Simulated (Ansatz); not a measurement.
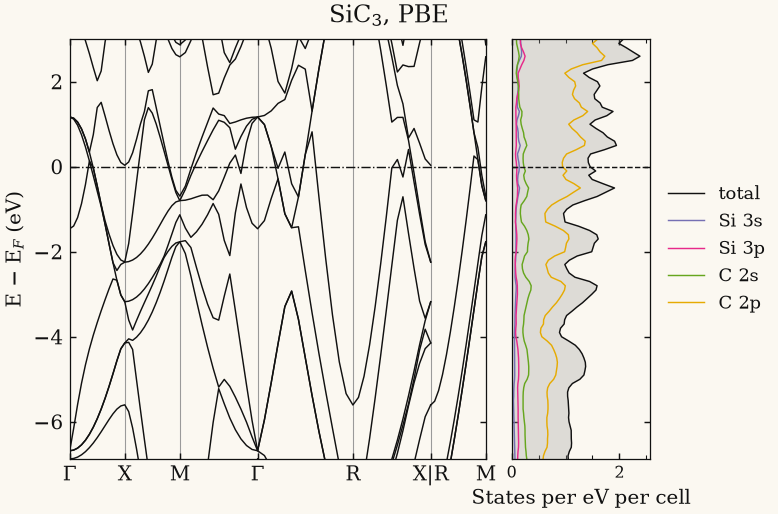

Band structure and density of states. Energies are counted from the Fermi level. The partial curves are projected on Löwdin-orthogonalised atomic shells.

### Which Bravais lattice do the labels of the path belong to?

A simple cubic lattice: the path Γ–X–M–Γ–R–X|R–M runs through the special points of its Brillouin zone.

The material is SiC$_{3}$, space group Pm-3m, 4 atoms in the cell.

Computed with Ansatz: DFT PBE, scalar-relativistic, plane waves, PAW, no spin polarisation, 14×14×14 k mesh, 420 eV cutoff, Gaussian smearing of 0.1 eV.

### Metal, semiconductor or insulator?

A metal: 4 bands cross the Fermi level along this path.

### On which lines of the path do bands cross the Fermi level?

Bands cross the Fermi level on every line of the path.

### What is the density of states at the Fermi level?

The density of states at the Fermi level is about 1.5 per eV and cell (mean within 0.25 eV), or 0.36 per atom.

The structure is an invented one, so it need not be a known or stable phase.
